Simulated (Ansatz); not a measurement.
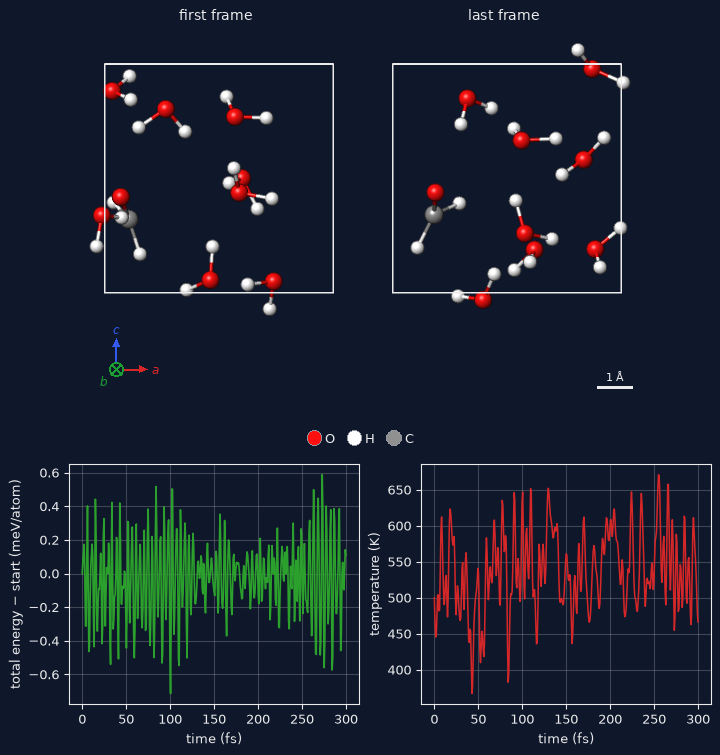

A Born-Oppenheimer molecular dynamics run of a periodic cell with 8 H2O + 1 H2CO at 0.961 g/cm³, 300 fs long. It starts from the last geometry of an earlier run, with fresh velocities. Style: ball-and-stick. Shown: the simulation cell, along the b axis.

The calculation used DFT PBE-D3(BJ), scalar-relativistic, plane waves, PAW (Ansatz). Settings: plane-wave cutoff 420 eV; k-point mesh 1 × 1 × 1; Fermi-Dirac smearing 0.05 eV; low-accuracy preset; constant energy (NVE); velocities drawn for 500 K; time step 0.75 fs.

How well is the energy conserved, and can the run be trusted?

Answer. The total energy stays between −0.71 and 0.59 meV per atom of its start. A straight-line fit has a slope that amounts to +0.046 meV per atom over 300 fs (under 0.1 % of the mean kinetic energy), and the ripple about it is 3.3 % of the kinetic energy's fluctuation. With a drift under 2 % and a ripple under 7 %, the integration is accurate. The mean temperature in the second half is 545 K (standard deviation 49 K). The potential energy in the second half lies on average 5.6 meV per atom below the first frame.

Limits of the set-up: the program's low-accuracy preset was used; the periodic images lie only 6.7 Å apart, so the values are limited by the cell's size.

Cost: 8.2 min on 1 thread of Arm Neoverse V2 (shared host), peak memory 0.36 GiB.
